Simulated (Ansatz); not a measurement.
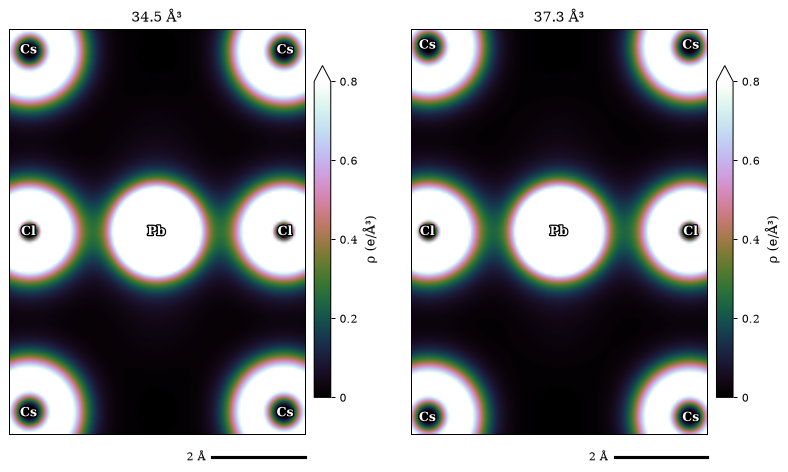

CsPbCl₃. The valence pseudo-density of cells scaled evenly to different volumes (given per atom above each panel), on the (101̄) plane of each (indices in the axes of the cell below), at one length scale and on one colour scale.

The calculation used Ansatz 0.2.0, Kohn-Sham DFT of a periodic cell, PBE, Ansatz PAW large core.

The density is the valence pseudo-density of a PAW calculation; it isn't the true density close to the nuclei.

The largest cell:

```
CELL_PARAMETERS angstrom
5.71493 0.00000 0.00000
0.00000 5.71493 0.00000
0.00000 0.00000 5.71493
ATOMIC_POSITIONS crystal
Pb 0.50000 0.50000 0.50000
Cs 0.00000 0.00000 0.00000
Cl 0.50000 0.00000 0.50000
Cl 0.00000 0.50000 0.50000
Cl 0.50000 0.50000 0.00000
```

| volume (Å³/atom) | Pb–Cl contact in the plane (Å) | ρ at its midpoint (e/Å³) | pressure (GPa) | gap on the mesh (eV) | 
| --- | --- | --- | --- | --- |
| 34.51 | 2.784 | 0.274 | 2.4 | 2.91 | 
| 35.22 | 2.802 | ? | ? | ? | 
| 37.33 | 2.857 | 0.238 | 0.2 | 3.07 | 

### What values belong in the row with question marks?

Over the known rows ln ρ falls by 1.93 per Å of Pb–Cl distance (the line through the two), which gives 0.265 e/Å³ at 2.802 Å; the calculation gives 0.264 e/Å³. For the pressure, a straight line in volume between the neighbouring rows gives 1.8 GPa; the calculation gives 1.7. For the gap on the mesh, a straight line in volume between the neighbouring rows gives 2.95 eV; the calculation gives 2.95.
